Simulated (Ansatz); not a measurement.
**Geometry relaxation, with input and output: AlRu (part 2 of 2)**

Continued. System: AlRu (C2/c, 4 atoms in the cell). Method: DFT PBE, scalar-relativistic, plane waves, PAW, no spin polarisation (Ansatz 0.2.0); cutoff 420 eV, 6×6×4 k-mesh, Gaussian smearing of 0.1 eV. The structure was made by swapping elements on the sites of another compound; it need not be a known phase. It belongs to a series of runs on one base structure; here: tenorite type (C2/c, No. 15).

Geometry of the input (Å; fractional positions):
```
2.5614  -1.8717  0.0000
2.5614  1.8717  0.0000
-0.9297  0.0000  5.5319
Al -0.0000  0.5000  0.0000
Al 0.5000  -0.0000  0.5000
Ru 0.5816  0.4184  0.2500
Ru 0.4184  0.5816  0.7500
```

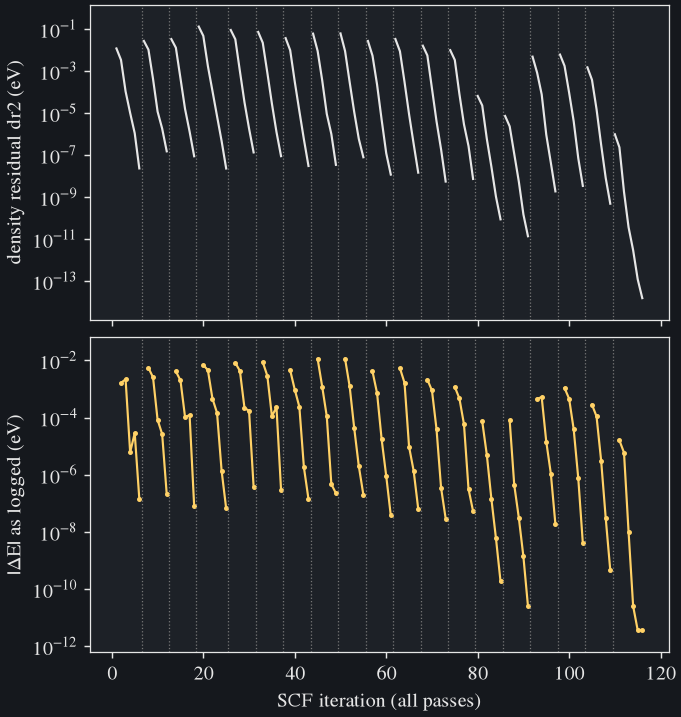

**Figure 1.** Convergence of the self-consistent field: density residual dr2 and size of the energy change against the SCF iteration. The dotted lines part the SCF passes of the relaxation: geometry steps, rejected trials and re-solves on a re-selected basis. The 19 passes take 6 to 7 iterations each, 116 in all.

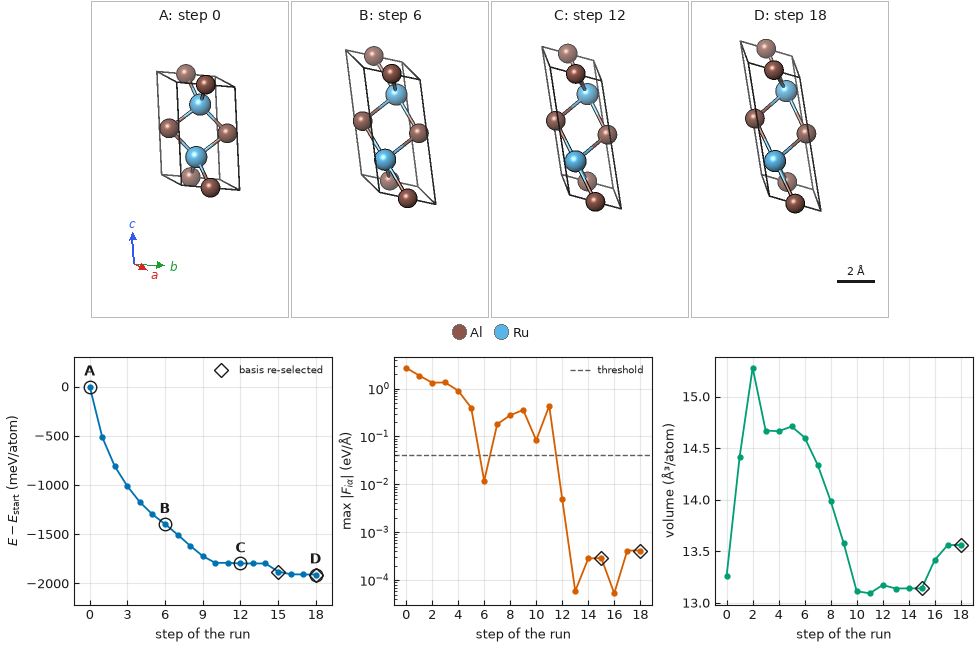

**Figure 2.** Frames of the relaxation (ball-and-stick view of the cell of the calculation, seen slightly off an axis) above the curves, on which the letters mark them (the first geometry is step 0 here and step 1 in the log).

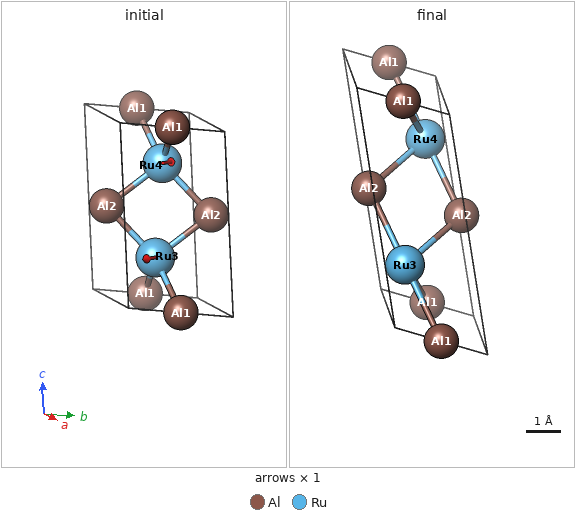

**Figure 3.** Before (left) and after (right) the relaxation, at one scale (ball-and-stick view of the cell of the calculation, seen slightly off an axis). The red arrows give the displacements (without the part carried along by the change of the cell), at true length. The largest moves relative to the cell, 0.72 Å, are those of Ru3 and Ru4. Al stays in place. The volume changes by +2.3 %, with a = b 3.172 → 3.016 Å (−4.9 %), c 5.610 → 7.331 Å (+30.7 %), α 97.7° → 114.3°, β 97.7° → 114.3°, γ 72.3° → 90.1°. Among the contacts that change: Al1–Ru3 3.917 → 2.601 Å. New bonds form: Al1–Ru3 (3.92 → 2.60 Å), Al1–Ru4 (3.92 → 2.60 Å), Al2–Ru3 (3.92 → 2.60 Å), Al2–Ru4 (3.92 → 2.60 Å). Among the angles that change: Al1–Ru3–Al2 108.8° → 69.9°, Al1–Ru3–Al2 145.8° → 180.0°, Ru3–Al1–Ru4 84.3° → 109.2°. The space group (tolerance 0.01 Å) goes from C2/c (No. 15) to P4/mmm (No. 123). After 16 geometry steps the energy has fallen by 1909 meV per atom. The largest force component goes from 2.7 to 0.00041 eV/Å. Pressure: 66.36 GPa at the start and −0.27 GPa at the end. The basis was re-selected once at an unchanged geometry, which shifts the energy a little without any move. The energy change given includes the shifts at the re-selections in mid-walk, which come without any move. A last SCF at the same geometry on a re-selected plane-wave basis shifts the energy by −0.3 meV per atom. (Atoms are counted from 1 in the order of the input.)

```
basis re-selected at this cell: Δ(F+E_penalty+E_count) = -1.024e-3 eV, ΔP = +0.020 GPa vs the last step (what re-selecting the basis moved, of the pressure what is left beyond the Pulay correction that the steps carried, after the strain that the cell walked since its last selection, with what the two solves' SCF thresholds leave and, on support functions, any second-order correction that the steps lacked; it is no measure of the basis error at this ecutwfc). The dense FFT grid was sized anew with the basis: this SCF ran on 24×24×50 points, the steps before it on 24×24×48, so part of this shift can come from that change (see relax.cell in the input reference). This SCF's stress stands 3.53e-1 GPa from its target on what of the cell is left free (relax.cell.stress_tol is 4.00e-1 GPa) and its largest allowed force component is 4.14e-4 eV/Å (relax.f_tol is 4.00e-2 eV/Å): within both
SCF converged after 7 iterations
Free energy (F): -12834.949902 eV
Harris-Foulkes:  -12834.949902 eV  (|F-HF|=0.00e0)
Internal energy: -12834.932013 eV  (E = F + TS)
E sigma→0 (E₀):  -12834.940957 eV
Entropy (-TS):   -0.017888 eV (-4.472 meV/atom)
Fermi energy:    15.776550 eV
--- Per-component energies (eV) ---
  E_band       = -248.003997
  E_kinetic    = 1085.143687
  E_local      = -3621.055433  (includes V_loc(G=0)·N_el)
  E_nonlocal   = 709.024445
  E_hartree    = 1286.651326
  E_xc         = -463.963949
  E_vxc        = -540.807994  (∫ρ·V_xc dr)
  E_paw        = -7858.293312  (= ΣΔE_a)
  E_vpaw       = -453.611008  (= ΣTr[D̂ρ^β])
  E_aug_tail   = -0.000338  (compensation charges beyond the density's cutoff)
  E_ewald      = -3972.438438
  E_smearing   = -0.017888  (= −TS)
  E_closure    = 0.000000  (closes the sum)
  Σ components = -12834.949902   (vs F -12834.949902, Δ=0.00e0)
--- Forces (eV/Å), atoms counted from 1 ---
  atom   1  Al     0.00000000     0.00000000     0.00000000
  atom   2  Al     0.00000000     0.00000000     0.00000000
  atom   3  Ru     0.00000000     0.00041433    -0.00000000
  atom   4  Ru    -0.00000000    -0.00041433     0.00000000
  max |Σ_I F_I| component: 1.08e-19 eV/Å
--- Stress (GPa, compression-positive) ---
       -0.320247       0.000000       0.042462
        0.000000      -0.353372      -0.000000
        0.042462      -0.000000      -0.147386
  P = ⅓ Tr σ = -0.2737 GPa (-2.737 kbar)
--- Band table (eV; the first three rows and the last of 47) ---
  k-point 0: bands = ["-55.9179", "-55.9015", "-26.0998", "-25.8857", "-25.8639", "-25.8595", "-25.8455", "-25.8412", "6.2777", "10.1420", "10.4657", "12.3599", "12.3987", "13.2222", "14.2333", "14.2357", "16.0148", "16.0587", "16.0588", "16.2795", "18.2224", "21.7633", "21.7652"]
  k-point 1: bands = ["-55.9155", "-55.9039", "-26.0689", "-25.9174", "-25.8612", "-25.8569", "-25.8482", "-25.8439", "6.5760", "8.7306", "11.7667", "12.4610", "12.5046", "13.0841", "14.4394", "14.4417", "15.6995", "15.7001", "16.0523", "16.2393", "18.2654", "20.8200", "22.3438"]
  k-point 2: bands = ["-55.9097", "-55.9097", "-25.9935", "-25.9935", "-25.8547", "-25.8547", "-25.8505", "-25.8505", "7.4310", "7.4310", "12.4853", "12.4853", "12.7785", "12.7785", "15.0004", "15.0004", "15.0020", "15.0020", "16.1445", "16.1445", "19.0350", "19.0350", "23.7135"]
  k-point 46: bands = ["-55.8823", "-55.8823", "-26.0202", "-26.0202", "-26.0157", "-26.0157", "-25.9548", "-25.9548", "10.5095", "10.5095", "12.2036", "12.2036", "12.2108", "12.2108", "14.5123", "14.5123", "17.4074", "17.4074", "17.7415", "17.7415", "17.7552", "17.7552", "20.3246"]
--- Relaxed structure (17 steps of the walk, 17 accepted, 2 SCFs on fresh bases) ---
  F+E_penalty+E_count = -12834.94990154 eV   max|allowed force component| = 4.143e-4 eV/Å   (the final SCF, on the basis selected at the relaxed cell)
  cell:  # Å, volume = 54.2426 Å³
    - [2.0238326479633604, -2.1334099352286824, -0.6681410648419018]
    - [2.0238326479633604, 2.1334099352286824, -0.6681410648419016]
    - [-2.177632689214721, 3.2605868978296356e-16, 7.000385209207468]
  atoms:
    - { symbol: Al, position: [-2.42861286636753e-17, 0.49999999999999994, 6.938893903907228e-18] }
    - { symbol: Al, position: [0.4999999999999999, -5.551115123125783e-17, 0.5] }
    - { symbol: Ru, position: [0.7500105821316463, 0.24998941786835355, 0.25] }
    - { symbol: Ru, position: [0.24998941786835366, 0.7500105821316463, 0.7499999999999999] }
```

**Trajectory as extended XYZ (Å, eV, eV/Å), 18 of the 19 frames kept, from step=1 to step=19**
```
4
Lattice="2.5614 -1.8717 0.0000 2.5614 1.8717 0.0000 -0.9297 0.0000 5.5319" Properties=species:S:1:pos:R:3:forces:R:3 step=1 energy=-12827.31257 pressure_GPa=66.36
Al    1.2807    0.9359    0.0000    0.0000   0.0000   0.0000
Al    0.8158   -0.9359    2.7660    0.0000   0.0000   0.0000
Ru    2.3289   -0.3055    1.3830    0.0000  -2.7122   0.0000
Ru    1.8641    0.3055    4.1490    0.0000   2.7122   0.0000
4
Lattice="2.6361 -1.8942 -0.0251 2.6361 1.8942 -0.0251 -1.0110 0.0000 5.7836" Properties=species:S:1:pos:R:3:forces:R:3 step=2 energy=-12829.37343 pressure_GPa=36.07
Al    1.3180    0.9471   -0.0125    0.0000   0.0000   0.0000
Al    0.8125   -0.9471    2.8793    0.0000   0.0000   0.0000
Ru    2.3833   -0.3575    1.4208    0.0000  -1.8689   0.0000
Ru    1.8778    0.3575    4.3126    0.0000   1.8689   0.0000
4
Lattice="2.6974 -1.8920 -0.0645 2.6974 1.8920 -0.0645 -1.1184 0.0000 6.0142" Properties=species:S:1:pos:R:3:forces:R:3 step=3 energy=-12830.55726 pressure_GPa=17.07
Al    1.3487    0.9460   -0.0323    0.0000   0.0000   0.0000
Al    0.7895   -0.9460    2.9748    0.0000   0.0000   0.0000
Ru    2.4178   -0.4302    1.4390    0.0000  -1.3265   0.0000
Ru    1.8586    0.4302    4.4461    0.0000   1.3265   0.0000
4
Lattice="2.7059 -1.8097 -0.1682 2.7059 1.8097 -0.1682 -1.3454 0.0000 6.0753" Properties=species:S:1:pos:R:3:forces:R:3 step=4 energy=-12831.36246 pressure_GPa=13.50
Al    1.3529    0.9048   -0.0841    0.0000   0.0000   0.0000
Al    0.6802   -0.9048    2.9536    0.0000   0.0000   0.0000
Ru    2.3695   -0.6049    1.3507    0.0000  -1.3379   0.0000
Ru    1.6968    0.6049    4.3883    0.0000   1.3379   0.0000
4
Lattice="2.6739 -1.7929 -0.2578 2.6739 1.7929 -0.2578 -1.5274 0.0000 6.2649" Properties=species:S:1:pos:R:3:forces:R:3 step=5 energy=-12832.01152 pressure_GPa=6.42
Al    1.3369    0.8964   -0.1289    0.0000   0.0000   0.0000
Al    0.5733   -0.8964    3.0035    0.0000   0.0000   0.0000
Ru    2.2920   -0.7460    1.3084    0.0000  -0.9031   0.0000
Ru    1.5284    0.7460    4.4408    0.0000   0.9031   0.0000
4
Lattice="2.5807 -1.8213 -0.3403 2.5807 1.8213 -0.3403 -1.6717 0.0000 6.4796" Properties=species:S:1:pos:R:3:forces:R:3 step=6 energy=-12832.50616 pressure_GPa=0.55
Al    1.2903    0.9106   -0.1701    0.0000   0.0000   0.0000
Al    0.4545   -0.9106    3.0697    0.0000   0.0000   0.0000
Ru    2.1628   -0.8617    1.2796    0.0000  -0.3974   0.0000
Ru    1.3269    0.8617    4.5194    0.0000   0.3974   0.0000
4
Lattice="2.4830 -1.8706 -0.4062 2.4830 1.8706 -0.4062 -1.7786 0.0000 6.5783" Properties=species:S:1:pos:R:3:forces:R:3 step=7 energy=-12832.89979 pressure_GPa=-2.32
Al    1.2415    0.9353   -0.2031    0.0000   0.0000   0.0000
Al    0.3522   -0.9353    3.0861    0.0000   0.0000   0.0000
Ru    2.0383   -0.9365    1.2384    0.0000   0.0118   0.0000
Ru    1.1491    0.9365    4.5275    0.0000  -0.0118   0.0000
4
Lattice="2.3797 -1.9275 -0.4611 2.3797 1.9275 -0.4611 -1.8597 0.0000 6.6116" Properties=species:S:1:pos:R:3:forces:R:3 step=8 energy=-12833.32956 pressure_GPa=-3.29
Al    1.1899    0.9638   -0.2306    0.0000   0.0000   0.0000
Al    0.2600   -0.9638    3.0753    0.0000   0.0000   0.0000
Ru    1.9148   -0.9812    1.1918    0.0000   0.1797   0.0000
Ru    0.9850    0.9812    4.4976    0.0000  -0.1797   0.0000
4
Lattice="2.2730 -1.9838 -0.5142 2.2730 1.9838 -0.5142 -1.9357 0.0000 6.6414" Properties=species:S:1:pos:R:3:forces:R:3 step=9 energy=-12833.77869 pressure_GPa=-3.63
Al    1.1365    0.9919   -0.2571    0.0000   0.0000   0.0000
Al    0.1687   -0.9919    3.0636    0.0000   0.0000   0.0000
Ru    1.7891   -1.0192    1.1461    0.0000   0.2771   0.0000
Ru    0.8213    1.0192    4.4668    0.0000  -0.2771   0.0000
4
Lattice="2.0523 -2.0897 -0.6016 2.0523 2.0897 -0.6016 -2.0443 0.0000 6.7144" Properties=species:S:1:pos:R:3:forces:R:3 step=11 energy=-12834.47549 pressure_GPa=0.95
Al    1.0261    1.0448   -0.3008    0.0000   0.0000   0.0000
Al    0.0040   -1.0448    3.0564    0.0000   0.0000   0.0000
Ru    1.5412   -1.0528    1.0770    0.0000   0.0831   0.0000
Ru    0.5191    1.0528    4.4342    0.0000  -0.0831   0.0000
4
Lattice="2.0147 -2.1303 -0.5899 2.0147 2.1303 -0.5899 -2.0054 0.0000 6.6882" Properties=species:S:1:pos:R:3:forces:R:3 step=12 energy=-12834.47590 pressure_GPa=1.59
Al    1.0074    1.0651   -0.2950    0.0000   0.0000   0.0000
Al    0.0047   -1.0651    3.0491    0.0000   0.0000   0.0000
Ru    1.5134   -1.0177    1.0821    0.0000  -0.4353   0.0000
Ru    0.5107    1.0177    4.4262    0.0000   0.4353   0.0000
4
Lattice="2.0270 -2.1274 -0.6051 2.0270 2.1274 -0.6051 -2.0426 0.0000 6.7193" Properties=species:S:1:pos:R:3:forces:R:3 step=13 energy=-12834.50032 pressure_GPa=-0.83
Al    1.0135    1.0637   -0.3025    0.0000   0.0000   0.0000
Al   -0.0078   -1.0637    3.0571    0.0000   0.0000   0.0000
Ru    1.5164   -1.0642    1.0747    0.0000   0.0049   0.0000
Ru    0.4950    1.0642    4.4344    0.0000  -0.0049   0.0000
4
Lattice="2.0272 -2.1291 -0.6023 2.0272 2.1291 -0.6023 -2.0366 0.0000 6.6932" Properties=species:S:1:pos:R:3:forces:R:3 step=14 energy=-12834.50105 pressure_GPa=0.15
Al    1.0136    1.0646   -0.3011    0.0000   0.0000   0.0000
Al   -0.0047   -1.0646    3.0455    0.0000   0.0000   0.0000
Ru    1.5181   -1.0646    1.0710    0.0000   0.0001   0.0000
Ru    0.4998    1.0646    4.4177    0.0000  -0.0001   0.0000
4
Lattice="2.0259 -2.1286 -0.6031 2.0259 2.1286 -0.6031 -2.0378 0.0000 6.7010" Properties=species:S:1:pos:R:3:forces:R:3 step=15 energy=-12834.50116 pressure_GPa=0.01
Al    1.0129    1.0643   -0.3015    0.0000   0.0000   0.0000
Al   -0.0060   -1.0643    3.0490    0.0000   0.0000   0.0000
Ru    1.5164   -1.0643    1.0722    0.0000   0.0003   0.0000
Ru    0.4975    1.0643    4.4227    0.0000  -0.0003   0.0000
4
Lattice="2.0259 -2.1286 -0.6031 2.0259 2.1286 -0.6031 -2.0378 0.0000 6.7010" Properties=species:S:1:pos:R:3:forces:R:3 step=16 energy=-12834.82780 pressure_GPa=7.17
Al    1.0129    1.0643   -0.3015    0.0000   0.0000   0.0000
Al   -0.0060   -1.0643    3.0490    0.0000   0.0000   0.0000
Ru    1.5164   -1.0643    1.0722    0.0000   0.0003   0.0000
Ru    0.4975    1.0643    4.4227    0.0000  -0.0003   0.0000
4
Lattice="2.0217 -2.1318 -0.6482 2.0217 2.1318 -0.6482 -2.1338 0.0000 6.9100" Properties=species:S:1:pos:R:3:forces:R:3 step=17 energy=-12834.93918 pressure_GPa=1.98
Al    1.0109    1.0659   -0.3241    0.0000   0.0000   0.0000
Al   -0.0560   -1.0659    3.1309    0.0000   0.0000   0.0000
Ru    1.4883   -1.0659    1.0793    0.0000  -0.0001   0.0000
Ru    0.4214    1.0659    4.5343    0.0000   0.0001   0.0000
4
Lattice="2.0238 -2.1334 -0.6681 2.0238 2.1334 -0.6681 -2.1776 0.0000 7.0004" Properties=species:S:1:pos:R:3:forces:R:3 step=18 energy=-12834.94888 pressure_GPa=-0.29
Al    1.0119    1.0667   -0.3341    0.0000   0.0000   0.0000
Al   -0.0769   -1.0667    3.1661    0.0000   0.0000   0.0000
Ru    1.4794   -1.0668    1.0820    0.0000   0.0004   0.0000
Ru    0.3906    1.0668    4.5821    0.0000  -0.0004   0.0000
4
Lattice="2.0238 -2.1334 -0.6681 2.0238 2.1334 -0.6681 -2.1776 0.0000 7.0004" Properties=species:S:1:pos:R:3:forces:R:3 step=19 energy=-12834.94990 pressure_GPa=-0.27
Al    1.0119    1.0667   -0.3341    0.0000   0.0000   0.0000
Al   -0.0769   -1.0667    3.1661    0.0000   0.0000   0.0000
Ru    1.4794   -1.0668    1.0820    0.0000   0.0004   0.0000
Ru    0.3906    1.0668    4.5821    0.0000  -0.0004   0.0000
```

**Summary**

```csv
quantity,value
outcome,converged
space group (tolerance 0.01 Å),C2/c (15) → P4/mmm (123)
electrons treated,38
free energy,−12834.9499 eV
Fermi energy,15.777 eV
gap on the k-point mesh,none (metallic)
pressure,−0.27 GPa
final volume,54.24 Å³
largest force (length of the vector) at the end,under 0.001 eV/Å
final cell,"a = 3.016 Å, b = 3.016 Å, c = 7.331 Å, α = 114.26°, β = 114.26°, γ = 90.06°"
hardware,"1 thread of Intel Xeon (Granite Rapids), 192 GiB of memory available, shared host"
wall time,31 s
peak memory,0.39 GiB
```
